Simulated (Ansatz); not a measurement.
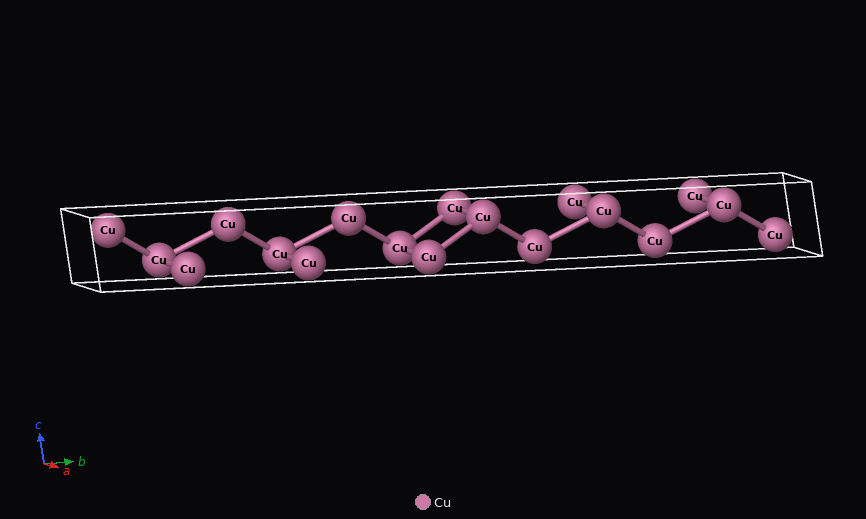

Structure drawing (ball-and-stick), viewed slightly off an axis. Thin lines show the conventional unit cell, with boundary atoms drawn in all their periodic places. Cell: a = 2.502 Å, b = 25.041 Å, c = 2.502 Å, α = 90.00°, β = 113.06°, γ = 90.00°.

The element is copper. The structure has C2/c (No. 15) symmetry and a base-centred monoclinic lattice. The cell holds twelve atoms. Neighbours within bonding distance: Cu 10.

Origin of the cell: a structure listed in the Materials Project. The cell was then strained or its atoms displaced on purpose. An electronic-structure calculation with Ansatz was run on it.
